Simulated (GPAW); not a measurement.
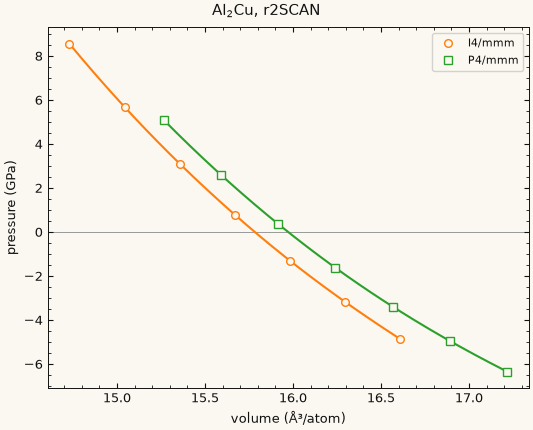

The figure shows the pressure against volume, with one curve for each structure, for Al₂Cu.

How it was computed, with GPAW 26.7.0: PAW DFT in plane waves, on a grid or in atomic orbitals, no spin polarisation; energies at scaled volumes of the given cell, shape and fractions fixed, counted from the fit's minimum, third-order Birch-Murnaghan fit. Level: r2SCAN.

occupations Fermi–Dirac; smearing width 0.05 eV; potentials GPAW PAW data sets (gpaw data 1.2.1); wave cutoff 600 eV.

Settings that differ: I4/mmm: k mesh 8×8×8; P4/mmm: k mesh 7×7×9.

Give the values behind the plot as a table.

I4/mmm:
```csv
volume (Å³/atom),pressure (GPa)
14.73,8.55
15.04,5.68
15.36,3.10
15.67,0.78
15.98,-1.31
16.30,-3.18
16.61,-4.87
```

P4/mmm:
```csv
volume (Å³/atom),pressure (GPa)
15.27,5.08
15.59,2.59
15.92,0.36
16.24,-1.63
16.57,-3.39
16.89,-4.95
17.22,-6.34
```

Caveats: shape and atomic fractions are frozen while scaling, which makes layered, chain and framework solids too stiff.
